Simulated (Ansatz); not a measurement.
**Nudged elastic band of Al16P16H (charge −1) (part 1 of 3)**

- system: Al16P16H (defect cell, 33 atoms in the cell, total charge −1)
- method: DFT PBEsol, scalar-relativistic, plane waves, PAW, no spin polarisation (Ansatz 0.2.0)

The structure derives from a Materials Project entry. It belongs to a series of runs on one base structure; here: climbing-image band for the jump of H by 3.82 A.

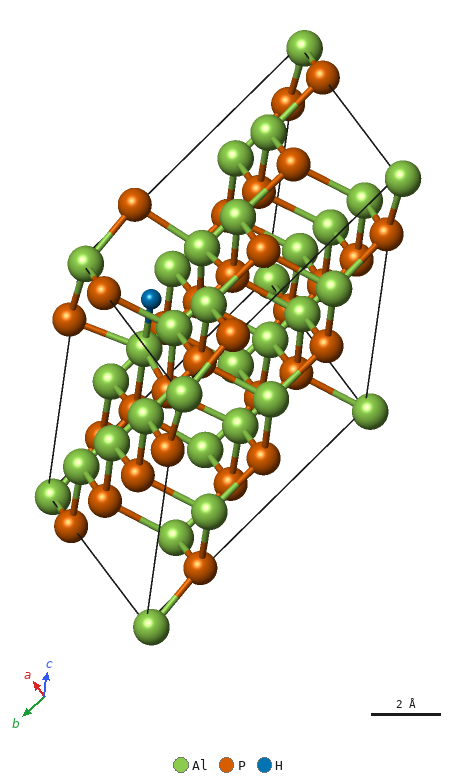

Fig. 1: The input geometry (ball-and-stick view of the cell of the calculation, seen at an oblique angle).

**Results in brief**

- outcome: converged
- barrier, forward: 1.356 eV
- barrier, backward: 1.356 eV
- electrons treated: 130
- hardware: 4 threads of Arm Neoverse V2, 24 GiB of memory available, shared host
- wall time: 7.8 min (CPU time 21 min)
- peak memory: 2.8 GiB

The order of the saddle point was not checked.

**The input**
```yaml
crystal:
  lattice:
    - [-5.4711284545, 5.4711284545, -5.4711284545]
    - [5.4711284545, -5.4711284545, -5.4711284545]
    - [-5.4711284545, -5.4711284545, 5.4711284545]
  atoms:
    - { symbol: Al, position: [0.4949921686, 0.2465297247, 0.246553414] }
    - { symbol: Al, position: [0.2479081169, 0.2478996565, 0.496805964] }
    - { symbol: Al, position: [-0.0014387415, 0.2535203108, 0.7500080902] }
    - { symbol: Al, position: [0.7499880159, -0.0036809547, 0.253323175] }
    - { symbol: Al, position: [0.7499911287, 0.25215596, -0.001013132] }
    - { symbol: Al, position: [0.5014904184, 0.0049561233, 0.5015079085] }
    - { symbol: Al, position: [0.2535345651, -0.0014003036, 0.7500058133] }
    - { symbol: Al, position: [-0.003757548, 0.7499795511, 0.2532616715] }
    - { symbol: Al, position: [0.9808505605, 0.9808698232, 0.9804081876] }
    - { symbol: Al, position: [0.7500138274, 0.7500168075, 0.5315795883] }
    - { symbol: Al, position: [0.5189795862, 0.750028638, 0.7495756165] }
    - { symbol: Al, position: [0.2464936325, 0.4950347623, 0.2465085085] }
    - { symbol: Al, position: [0.2521126494, 0.7499831925, -0.0010499733] }
    - { symbol: Al, position: [0.0049755683, 0.5015312129, 0.5015546352] }
    - { symbol: Al, position: [0.7500088713, 0.5189197397, 0.7495601177] }
    - { symbol: Al, position: [0.5038003051, 0.5037919309, 0.007012957] }
    - { symbol: P, position: [0.5000699565, -0.0001921302, 0.2497929316] }
    - { symbol: P, position: [0.2496939689, -9.82202e-05, 0.4996464807] }
    - { symbol: P, position: [0.0090830811, 0.0090775718, 0.7518050165] }
    - { symbol: P, position: [0.7500158729, 0.7500485866, 0.2652023007] }
    - { symbol: P, position: [0.7499650519, 0.0055738548, 0.0068718144] }
    - { symbol: P, position: [0.490936455, 0.7499729383, 0.4927790147] }
    - { symbol: P, position: [0.259041096, 0.7500610423, 0.7506889888] }
    - { symbol: P, position: [-0.0001985492, 0.5001143621, 0.2498254343] }
    - { symbol: P, position: [0.005535919, 0.7499556728, 0.0068258853] }
    - { symbol: P, position: [0.7499791794, 0.4909438544, 0.4927956653] }
    - { symbol: P, position: [0.4944733297, 0.4944641613, 0.7512651345] }
    - { symbol: P, position: [0.2408538754, 0.2408949396, 0.241524282] }
    - { symbol: P, position: [0.2503458591, 0.5002133851, -5.8133e-06] }
    - { symbol: P, position: [-6.53981e-05, 0.2497375932, 0.4996885273] }
    - { symbol: P, position: [0.750019505, 0.2589898265, 0.7506815175] }
    - { symbol: P, position: [0.5002086979, 0.2503533001, 3.20741e-05] }
    - { symbol: H, position: [0.750113499, 0.7502111615, 0.7443972229] }
total_charge: -1
basis:
  ecutwfc: 420
  xc_grid: 2
kpoints:
  mp_grid: { grid: [2, 2, 2], shift: [0.5, 0.5, 0.5] }
hamiltonian:
  xc: pbesol
scf:
  occupations: { method: gaussian, width: 0.02 }
output:
  forces: true
neb:
  images: 5
  f_tol: 0.05
  max_iterations: 70
  order_check: false
  final_atoms:
    - { symbol: Al, position: [0.5035063675, 0.250014876, 0.2485411298] }
    - { symbol: Al, position: [0.2485095816, 0.2500174902, 0.5034657049] }
    - { symbol: Al, position: [-8.8713e-06, 0.2495512464, 0.7689108684] }
    - { symbol: Al, position: [0.7514387415, 0.0014468317, 0.2549590523] }
    - { symbol: Al, position: [0.7691494395, 0.2495576271, 1.92627e-05] }
    - { symbol: Al, position: [0.4978873506, -0.0031626226, 0.4978705431] }
    - { symbol: Al, position: [0.2550078314, 0.0015612454, 0.7515375561] }
    - { symbol: Al, position: [1.19841e-05, 0.7533351591, 0.2463310294] }
    - { symbol: Al, position: [0.9999861726, 1.031565761, 1.0000029802] }
    - { symbol: Al, position: [0.7450244317, 0.7465790669, 0.4965556446] }
    - { symbol: Al, position: [0.4964654349, 0.7464712482, 0.7450651313] }
    - { symbol: Al, position: [0.2310204138, 0.4805960302, 0.2310490517] }
    - { symbol: Al, position: [0.2461996949, 0.7532126519, -8.3742e-06] }
    - { symbol: Al, position: [8.8713e-06, 0.4989957393, 0.5021648313] }
    - { symbol: Al, position: [0.753757548, 0.5070192195, 0.7537370991] }
    - { symbol: Al, position: [0.5020918831, 0.4988978471, -8.4604e-06] }
    - { symbol: P, position: [0.4996541409, -0.0003516724, 0.2498675259] }
    - { symbol: P, position: [0.2499300435, -0.0002770249, 0.4997379133] }
    - { symbol: P, position: [2.08206e-05, -0.0071835141, 0.7409646749] }
    - { symbol: P, position: [0.7500653981, 0.7497539253, 0.2498029913] }
    - { symbol: P, position: [0.7409169189, -0.0072780645, -5.5093e-06] }
    - { symbol: P, position: [0.490958904, 0.7416478928, 0.4910199463] }
    - { symbol: P, position: [0.2497913021, 0.7498233762, 0.7501446021] }
    - { symbol: P, position: [3.49481e-05, 0.5069067625, 0.2556088028] }
    - { symbol: P, position: [-1.58729e-05, 0.7651864277, 3.27136e-05] }
    - { symbol: P, position: [0.7501985492, 0.5000239835, 0.5003129114] }
    - { symbol: P, position: [0.5003060311, 0.4999525118, 0.750207811] }
    - { symbol: P, position: [0.259063545, 0.2518425597, 0.2590364834] }
    - { symbol: P, position: [0.2555266703, 0.5067918048, -9.1684e-06] }
    - { symbol: P, position: [-1.9505e-05, 0.2506620125, 0.5089703215] }
    - { symbol: P, position: [0.744464081, 0.2512899663, 0.7444197538] }
    - { symbol: P, position: [0.5091461246, 0.2506704067, 4.10642e-05] }
    - { symbol: H, position: [0.999886501, 1.2442837239, 1.0000976625] }
```

Command:
```bash
ansatz run input.yaml --threads 4 --pin off --max-ram 8192MiB --backend cpu --events-out ev --progress --plain --runs-dir out
```

**Output**
```
Warning: neb: disabling space-group detection — the band's intermediate images generally break the endpoint symmetry, so no spatial operation reduces the k-mesh or symmetrises the density, except that a semilocal band can use its path's symmetry ahead of convergence; time reversal is kept, so that k and −k are solved as one point where they differ and the mesh holds both, and exact exchange and, on two spinor components, a DFT+U term hold to it where the run has them: on two components no moment then forms, and a state that bears one, which a typed moment (crystal.atoms[].spin; refused beside efield: under a hybrid functional) reaches, can lie lower, under hf by electronvolts; crystal.symmetry.detect: false (a key that needs symmetry detection or time reversal refuses this as the deck is read) with time_reversal: false beside it drops time reversal too
Engine: ansatz 0.2.0, aarch64-unknown-linux-gnu
Pseudopotentials: kind: paw
Pseudopotential: Al, paw, valence charge 3, recommended cutoff 420 eV (normal), Al.paw.azcp
Pseudopotential: P, paw, valence charge 5, recommended cutoff 420 eV (normal), P.paw.azcp
Pseudopotential: H, paw, valence charge 1, recommended cutoff 420 eV (normal), H.paw.azcp
Functional definition: PBEsol
  exchange = pbesol_x
  correlation = pbesol_c
parallel-image band execution: 4 concurrent image workers
NEB image 0
Crystal: 33 atoms, lattice volume = 655.075 Å³
Basis set: ecut = 420 eV, 12839 PW (Γ), exchange–correlation on 128×128×128 points (8 copies of the dense FFT grid, shifted against one another)
Bands: 98, of which v1, the nominal top of the filled ones, is band 65 counted from 1 (64 counted from 0)
Symmetry: 1 space group operations
k-points: 4 of 8 (time reversal used)
Non-local potential: Al, projectors of the file, l = 0: 2, l = 1: 2, l = 2: 1
Non-local potential: P, projectors of the file, l = 0: 2, l = 1: 2, l = 2: 2
Non-local potential: H, projectors of the file, l = 0: 2, l = 1: 1
PAW form: soft (Blöchl's): semilocal exchange-correlation on the pseudo side does not see the compensation charge
PAW frozen core: Al, regenerated for the run's functional, and the local potential with it (the file was generated under x = pbe(κ = 0.804, μ = 0.2195149727645171), c = pbe(β = 0.06672455060314922))
PAW frozen core: P, regenerated for the run's functional, and the local potential with it (the file was generated under x = pbe(κ = 0.804, μ = 0.2195149727645171), c = pbe(β = 0.06672455060314922))
PAW one-centre angular grid: Al, 110 points (default); XC on 64 Gauss nodes
PAW one-centre angular grid: P, 110 points (default); XC on 64 Gauss nodes
PAW one-centre angular grid: H, 110 points (default); XC on 64 Gauss nodes
Initial density: superposition of atomic densities (neutral atoms scaled as one to the charged cell's electrons: chi_scale 0, normalization atom), corrected by the library's trained network
Initial wavefunctions: pseudopotential atomic-orbital guess
Functional: x = pbesol(κ = 0.804, μ = 0.12345679012345678), c = pbesol(β = 0.046)
SCF iter   1: F=—  HF=-20260.610544 eV  |F-HF|=—  |Δ(HF+E_count)|=         —  Δρ=5.50e-3  dr2=3.87e-1  ethr=1.77e-3  ⟨swp⟩=8.5  Hψ=2116  notcnv=0  defer=56
preconditioner: auto → Resta (q_TF=auto, 2.084 Å⁻¹)  ε∞=4.9  [insulator: Δε(μ)=2.047 eV  Ē_g=8.404 eV  σ=0.020 eV  W_gap=1.00  n_scr=86 (ndim 8)  ℏωp=16.5 eV  f_vac=0.000  D(μ)=0.00/eV (n_scr^D=0)  ε∞_Penn≈4.9]
SCF iter   2: F=—  HF=-20260.507747 eV  |F-HF|=—  |Δ(HF+E_count)|=   1.03e-1  Δρ=2.43e-3  dr2=7.29e-2  ethr=2.97e-4  ⟨swp⟩=3.0  Hψ=687  notcnv=0  defer=105
SCF iter   3: F=—  HF=-20260.490355 eV  |F-HF|=—  |Δ(HF+E_count)|=   1.74e-2  Δρ=6.01e-4  dr2=3.63e-3  ethr=5.61e-5  ⟨swp⟩=3.5  Hψ=561  notcnv=0  defer=105
SCF iter   4: F=—  HF=-20260.490923 eV  |F-HF|=—  |Δ(HF+E_count)|=   5.68e-4  Δρ=1.10e-4  dr2=1.49e-4  ethr=2.80e-6  ⟨swp⟩=2.2  Hψ=462  notcnv=0  defer=105
SCF iter   5: F=—  HF=-20260.491003 eV  |F-HF|=—  |Δ(HF+E_count)|=   8.04e-5  Δρ=3.72e-5  dr2=1.08e-5  ethr=1.15e-7  ⟨swp⟩=2.0  Hψ=547  notcnv=0  defer=105
SCF iter   6: F=—  HF=-20260.491144 eV  |F-HF|=—  |Δ(HF+E_count)|=   1.41e-4  Δρ=4.83e-6  dr2=2.82e-7  ethr=8.33e-9  ⟨swp⟩=2.0  Hψ=530  notcnv=0  defer=105
SCF iter   7: F=-20260.491144 eV  HF=-20260.491144 eV  |F-HF|=3.57e-9  |Δ(HF+E_count)|=   5.73e-8  Δρ=1.40e-6  dr2=2.07e-8  ethr=7.69e-11  ⟨swp⟩=5.8  Hψ=1183  notcnv=0
SCF 1 converged in 7 iterations: F = -20260.491144 eV  dr2 = 2.07e-8
  greatest PAW one-centre occupation: 0.781 electrons in one spin orbital (limit 2), on the P atom at site 19 (counted from 0), in its partial waves of l = 0
NSCF: frozen V_eff on 4 k-points
NEB image 6
SCF iter   1: F=—  HF=-20260.610667 eV  |F-HF|=—  |Δ(HF+E_count)|=         —  Δρ=5.50e-3  dr2=3.87e-1  ethr=1.77e-3  ⟨swp⟩=8.5  Hψ=2112  notcnv=0  defer=54
SCF iter   2: F=—  HF=-20260.507754 eV  |F-HF|=—  |Δ(HF+E_count)|=   1.03e-1  Δρ=2.43e-3  dr2=7.29e-2  ethr=2.98e-4  ⟨swp⟩=3.0  Hψ=687  notcnv=0  defer=105
SCF iter   3: F=—  HF=-20260.490307 eV  |F-HF|=—  |Δ(HF+E_count)|=   1.74e-2  Δρ=6.02e-4  dr2=3.68e-3  ethr=5.60e-5  ⟨swp⟩=3.5  Hψ=549  notcnv=0  defer=105
SCF iter   4: F=—  HF=-20260.490908 eV  |F-HF|=—  |Δ(HF+E_count)|=   6.01e-4  Δρ=1.13e-4  dr2=1.57e-4  ethr=2.83e-6  ⟨swp⟩=2.0  Hψ=463  notcnv=0  defer=105
SCF iter   5: F=—  HF=-20260.490987 eV  |F-HF|=—  |Δ(HF+E_count)|=   7.96e-5  Δρ=3.76e-5  dr2=1.09e-5  ethr=1.21e-7  ⟨swp⟩=2.0  Hψ=521  notcnv=0  defer=105
SCF iter   6: F=—  HF=-20260.491144 eV  |F-HF|=—  |Δ(HF+E_count)|=   1.57e-4  Δρ=4.99e-6  dr2=2.70e-7  ethr=8.40e-9  ⟨swp⟩=2.0  Hψ=531  notcnv=0  defer=105
SCF iter   7: F=-20260.491144 eV  HF=-20260.491144 eV  |F-HF|=6.39e-9  |Δ(HF+E_count)|=   5.35e-8  Δρ=1.45e-6  dr2=2.31e-8  ethr=7.69e-11  ⟨swp⟩=5.0  Hψ=1180  notcnv=0
SCF 2 converged in 7 iterations: F = -20260.491144 eV  dr2 = 2.31e-8
[... from here on the iterations of each SCF are left out, up to the last one ...]
NSCF: frozen V_eff on 4 k-points
NEB end point (image 0): max|allowed force component| = 8.251e-3 eV/Å (the criterion of neb.relax_end_points is 1.000e-2)
NEB end point (image 6): max|allowed force component| = 8.251e-3 eV/Å (the criterion of neb.relax_end_points is 1.000e-2)
NEB image 1
preconditioner: auto → Resta (q_TF=auto, 2.084 Å⁻¹)  ε∞=4.9  [insulator: Δε(μ)=1.638 eV  Ē_g=8.399 eV  σ=0.020 eV  W_gap=1.00  n_scr=86 (ndim 8)  ℏωp=16.5 eV  f_vac=0.000  D(μ)=0.00/eV (n_scr^D=0)  ε∞_Penn≈4.9]
SCF 3 converged in 7 iterations: F = -20260.005636 eV  dr2 = 4.02e-8
NEB image 2
preconditioner: auto → Resta (q_TF=auto, 2.084 Å⁻¹)  ε∞=4.9  [insulator: Δε(μ)=1.004 eV  Ē_g=8.392 eV  σ=0.020 eV  W_gap=1.00  n_scr=86 (ndim 8)  ℏωp=16.5 eV  f_vac=0.000  D(μ)=0.00/eV (n_scr^D=0)  ε∞_Penn≈4.9]
SCF 4 converged in 8 iterations: F = -20258.421529 eV  dr2 = 1.12e-8
NEB image 3
preconditioner: auto → Resta (q_TF=auto, 2.084 Å⁻¹)  ε∞=4.9  [insulator: Δε(μ)=0.312 eV  Ē_g=8.389 eV  σ=0.020 eV  W_gap=1.00  n_scr=86 (ndim 8)  ℏωp=16.5 eV  f_vac=0.000  D(μ)=0.00/eV (n_scr^D=0)  ε∞_Penn≈4.9]
SCF 5 converged in 11 iterations: F = -20256.470913 eV  dr2 = 4.31e-9
NEB image 4
preconditioner: auto → Resta (q_TF=auto, 2.084 Å⁻¹)  ε∞=4.9  [insulator: Δε(μ)=0.983 eV  Ē_g=8.395 eV  σ=0.020 eV  W_gap=1.00  n_scr=86 (ndim 8)  ℏωp=16.5 eV  f_vac=0.000  D(μ)=0.00/eV (n_scr^D=0)  ε∞_Penn≈4.9]
SCF 6 converged in 8 iterations: F = -20257.863324 eV  dr2 = 1.13e-8
NEB image 5
preconditioner: auto → Resta (q_TF=auto, 2.084 Å⁻¹)  ε∞=4.9  [insulator: Δε(μ)=1.643 eV  Ē_g=8.400 eV  σ=0.020 eV  W_gap=1.00  n_scr=86 (ndim 8)  ℏωp=16.5 eV  f_vac=0.000  D(μ)=0.00/eV (n_scr^D=0)  ε∞_Penn≈4.9]
SCF 7 converged in 7 iterations: F = -20259.879426 eV  dr2 = 4.34e-8
NEB iter   1: max|band force component| = 1.079e1 eV/Å  barrier→ = 4.0202 eV  barrier← = 4.0202 eV  Δτ_max = 0.1937 Å  (55 SCF iters)
NEB image 1
Initial density: handed on by an earlier stage of this run
Initial wavefunctions: those handed on with the density
preconditioner: auto → Resta (q_TF=auto, 2.084 Å⁻¹)  ε∞=4.8  [insulator: Δε(μ)=1.655 eV  Ē_g=8.443 eV  σ=0.020 eV  W_gap=1.00  n_scr=86 (ndim 8)  ℏωp=16.5 eV  f_vac=0.000  D(μ)=0.00/eV (n_scr^D=0)  ε∞_Penn≈4.8]
SCF 8 converged in 6 iterations: F = -20260.203878 eV  dr2 = 8.25e-8
NEB image 2
preconditioner: auto → Resta (q_TF=auto, 2.084 Å⁻¹)  ε∞=4.8  [insulator: Δε(μ)=0.962 eV  Ē_g=8.436 eV  σ=0.020 eV  W_gap=1.00  n_scr=86 (ndim 8)  ℏωp=16.5 eV  f_vac=0.000  D(μ)=0.00/eV (n_scr^D=0)  ε∞_Penn≈4.8]
SCF 9 converged in 7 iterations: F = -20259.236285 eV  dr2 = 3.80e-8
```
